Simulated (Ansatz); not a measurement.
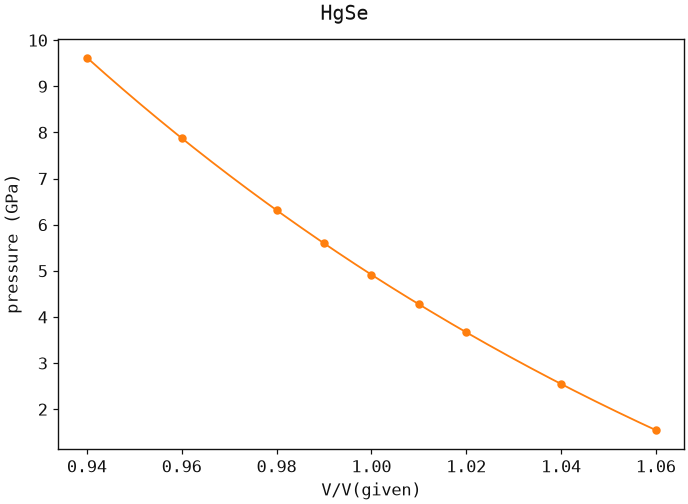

Plotted: pressure against V/V(given) for HgSe, space group F-43m (No. 216).

Cell as given: a = 4.294 Å, b = 4.294 Å, c = 4.294 Å, α = 60.00°, β = 60.00°, γ = 60.00°; 2 atoms.

Method: periodic Kohn-Sham DFT of a crystal at fixed atoms, scaled to the stated factor times the given cell; pressure positive in compression (Ansatz 0.2.0). Level: PBE, no spin-orbit coupling.

- method: all-electron PAW
- relativity: scalar
- k mesh: 8×8×8
- occupations: Fermi–Dirac
- smearing width: 0.01 eV
- nucleus: Gaussian

V(given) is 27.98 Å³/atom.

**What does the pressure do across the range?**

It falls from 9.622 GPa at V/V(given) 0.94 to 1.545 GPa at 1.06.

Note: no spin-orbit coupling on heavy atoms; the volumes run don't bracket the minimum of the energy, so any equilibrium value is extrapolated.

The computed values:

```
V/V(given)  pressure (GPa)
      0.94           9.622
      0.96           7.875
      0.98           6.314
      0.99           5.596
      1.00           4.916
      1.01           4.275
      1.02           3.667
      1.04           2.547
      1.06           1.545
```
